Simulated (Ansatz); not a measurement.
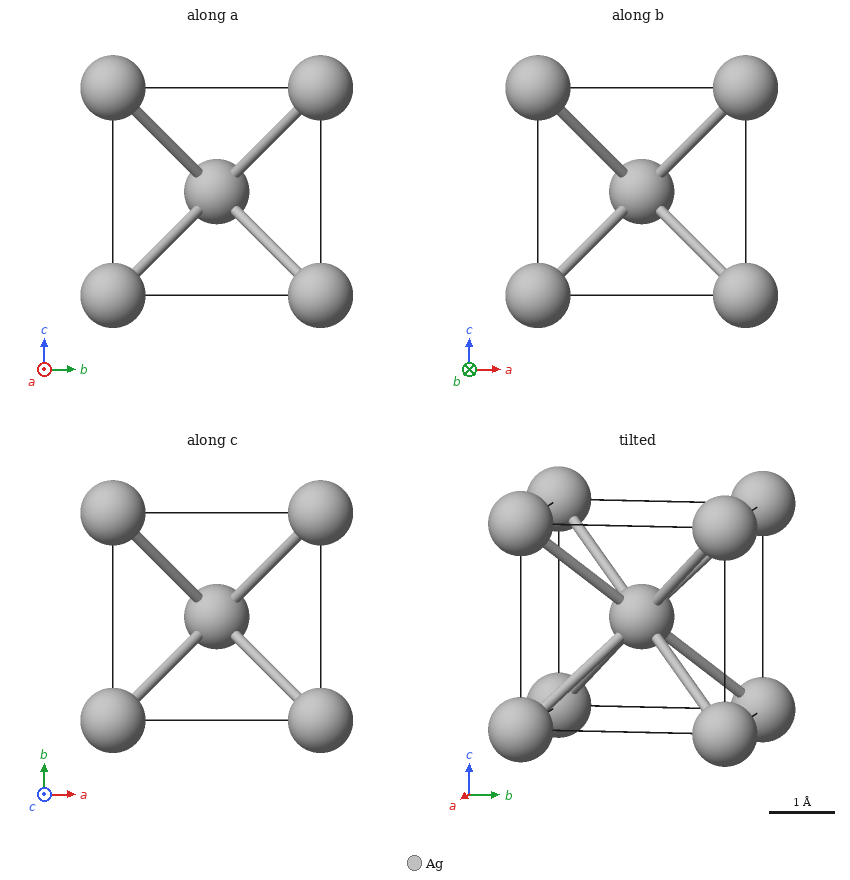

The image is a ball-and-stick drawing of a crystal, viewed along the a axis, along the b axis, along the c axis and slightly off an axis. The parallelepiped is the conventional unit cell.

Lattice parameters: a = 3.2257 Å, b = 3.2257 Å, c = 3.2257 Å, α = 90.000°, β = 90.000°, γ = 90.000°.

> Convert the drawing into a CIF in P1 with every atom of the cell.

```cif
data_structure
_symmetry_space_group_name_H-M 'P 1'
_symmetry_Int_Tables_number 1
_cell_length_a 3.2257
_cell_length_b 3.2257
_cell_length_c 3.2257
_cell_angle_alpha 90.000
_cell_angle_beta 90.000
_cell_angle_gamma 90.000
_cell_volume 33.56
loop_
_atom_site_label
_atom_site_type_symbol
_atom_site_fract_x
_atom_site_fract_y
_atom_site_fract_z
_atom_site_occupancy
Ag1 Ag 0.0000 0.0000 0.0000 1
Ag2 Ag 0.5000 0.5000 0.5000 1
```

The model was built from a structure type filled with this element by a generator (whether the element takes this form wasn't checked). Earlier steps of the study may have refined or changed the cell and positions. It went into a calculation with Ansatz.
